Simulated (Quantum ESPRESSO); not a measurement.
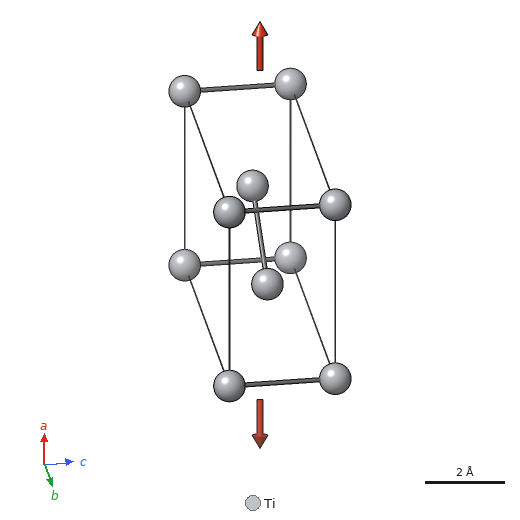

Ti, ω phase (AlB₂-like), space group P6/mmm (No. 191). The run's cell of 3 atoms is drawn unstrained, with atoms on its boundary repeated; the arrows mark the Cartesian direction x (along a), along which it is stretched or compressed while the other dimensions are held. The atoms were relaxed at each strain. The cell is a structure listed in the Materials Project. This isn't the form of Ti at room conditions, which is hcp.

Alike in all runs: Quantum ESPRESSO 7.5; functional PBEsol; potentials GBRV 1.5 PBEsol; cutoff 612 eV; k mesh 6 × 6 × 8 on the run's cell of 3 atoms; occupations fermi-dirac, width 0.05 eV; no spin polarisation; no spin-orbit coupling. Stress is positive in compression.

| strain (%) | ΔE (meV/atom) | stress along x (GPa) | stress across, y (GPa) |
| --- | --- | --- | --- |
| −4 | 1.5 | 4.35 | 0.03 |
| −2 | -3.4 | 0.20 | -1.85 |
| −1 | -2.7 | -1.72 | -2.77 |
| 0 | 0.0 | -3.62 | -3.62 |
| +1 | 4.7 | -5.46 | -4.39 |
| +2 | ? | ? | ? |
| +4 | 30.5 | -10.57 | -6.47 |

Question: Fit the stress along the strain with a parabola, read off its slope at zero strain, and fill in the missing row.

Answer: The slope at zero strain is -186 GPa per unit strain, so the relaxed-ion stiffness of this cell along x (C11 in these Cartesian axes) is about 190 GPa. The fit puts the stress at +2 % at -7.23 GPa. The run gave -7.25 GPa along, -5.12 GPa across and ΔE = 11.4 meV/atom.

Question: At which strain does the stress along the strained direction vanish?

Answer: Near −1.9 %: the cell as given is stretched along it at this level of theory (-3.6 GPa), so the energy is least there and not at zero.

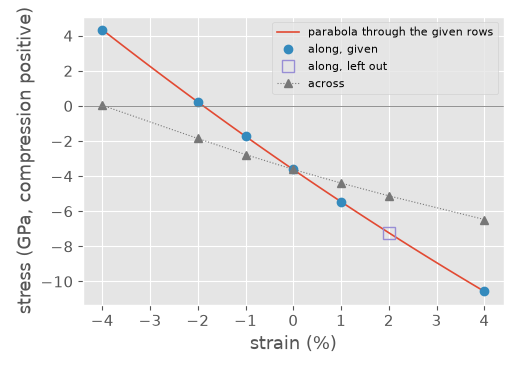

Stress against strain.

Caveat: the slope belongs to a cell under 4 GPa of tension, not to the crystal at rest.
